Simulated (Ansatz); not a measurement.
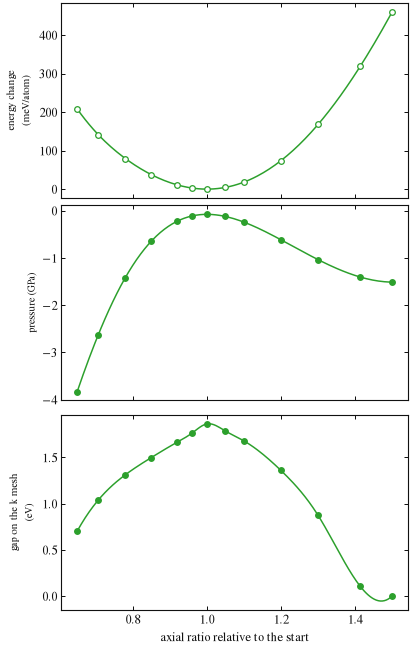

The picture above shows the energy change, pressure and gap on the k mesh against relative axial ratio for ZnSe, space group F-43m (No. 216).

The given structure:
```yaml
crystal:
  lattice:
    - [0.00000, 2.83380, 2.83380]
    - [2.83380, 0.00000, 2.83380]
    - [2.83380, 2.83380, 0.00000]
  atoms:
    - { symbol: Zn, position: [0.00000, 0.00000, 0.00000] }
    - { symbol: Se, position: [0.75000, 0.75000, 0.75000] }
```

How it was computed, with Ansatz 0.2.0: deformation of a crystal at fixed volume, lengths along the axis scaled against those across it, fractional coordinates fixed, by plane-wave density functional theory with PAW datasets, free energies less that of the undisturbed cell, pressure positive in compression; scalar-relativistic. Level: r2SCAN, no spin polarisation.

```tsv
setting	value
wave cutoff	500 eV
k mesh	10×10×10
occupations	Gaussian
smearing width	0.05 eV
k shift	(0, 0, 0) (mesh steps)
start	as given
path	tetragonal
axis direction	(0, 0, 1) (Cartesian unit vector)
```

**At which relative axial ratio is the energy change least?**

The lowest computed point is at relative axial ratio 1.000 (0 meV/atom), in a single well.

**What does the pressure do across the range?**

It goes from −3.830 GPa at relative axial ratio 0.650 to −1.512 GPa at 1.500, not monotonically, with a high of −0.077 GPa at 1.000.

Note: gap closes along the scan on a mesh chosen for the insulator; reference crystal is not relaxed.

The computed values:

```tsv
axial ratio relative to the start	energy change (meV/atom)	pressure (GPa)	gap on the k mesh (eV)
0.650	208	-3.830	0.703
0.707	141	-2.624	1.040
0.780	79	-1.415	1.313
0.850	38	-0.645	1.499
0.920	11	-0.222	1.666
0.960	3	-0.111	1.764
1.000	0	-0.077	1.863
1.050	4	-0.122	1.786
1.100	18	-0.242	1.679
1.200	74	-0.616	1.359
1.300	168	-1.036	0.874
1.414	319	-1.405	0.105
1.500	460	-1.512	0.000
```
